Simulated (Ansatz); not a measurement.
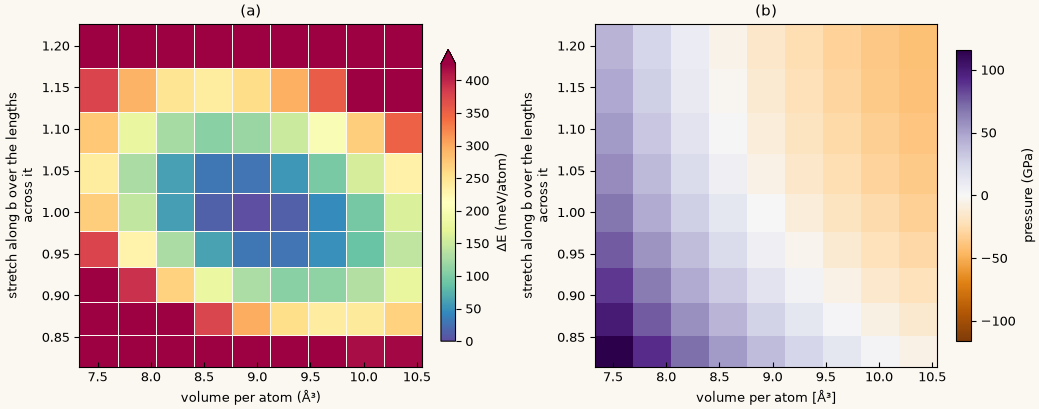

C (Fmmm, No. 69; 2 atoms in the cell). The energy is mapped over volume and the cell's shape. The first coordinate is: volume per atom; the second: stretch along b over the lengths across it, relative to the relaxed cell. Nothing is relaxed (fractional coordinates fixed). The scan uses a 9 × 9 grid. Points are written as (first, second). All energies are given in meV/atom relative to the lowest grid point. The lowest point has no gap; 66 points of the grid have one on the k-mesh. These are results of Ansatz 0.2.0, DFT PBE+D3(BJ), scalar-relativistic, plane waves, PAW, not measurements. Settings: cutoff 520 eV, k-mesh 18×18×18, gaussian smearing 0.03 eV, no spin polarisation.

Panel (a) is the energy and panel (b) the computed pressure on the same grid.

Drawn: one coloured cell a grid point, one colour for all values above the top of the scale.

Q: How does the pressure vary over the map, and what is it at the lowest grid point?

A: It runs from −41 GPa at (10.370 Å³, 1.200) to 116 GPa at (7.509 Å³, 0.834). At the lowest grid point, (8.939 Å³, 1.000), it is 0 GPa. The pressure is minus the slope of the energy with volume, so it vanishes at the true minimum, which need not be a grid point.

| second ↓, first → | 7.509 | 7.867 | 8.224 | 8.582 | 8.939 | 9.297 | 9.655 | 10.012 | 10.370 |
| --- | --- | --- | --- | --- | --- | --- | --- | --- | --- |
| 1.200 | 43 | 25 | 9 | −5 | −16 | −24 | −31 | −37 | −41 |
| 1.146 | 47 | 28 | 12 | −2 | −13 | −22 | −30 | −35 | −40 |
| 1.095 | 53 | 33 | 16 | 2 | −10 | −19 | −27 | −33 | −38 |
| 1.046 | 60 | 39 | 21 | 6 | −6 | −16 | −24 | −30 | −36 |
| 1.000 | 67 | 47 | 29 | 13 | 0 | −11 | −19 | −26 | −32 |
| 0.956 | 76 | 56 | 37 | 21 | 7 | −4 | −13 | −21 | −27 |
| 0.913 | 87 | 66 | 47 | 30 | 16 | 4 | −6 | −15 | −22 |
| 0.872 | 100 | 77 | 58 | 41 | 26 | 13 | 2 | −7 | −14 |
| 0.834 | 116 | 91 | 70 | 53 | 38 | 25 | 13 | 3 | −6 |

PAW datasets: the set soft_1.
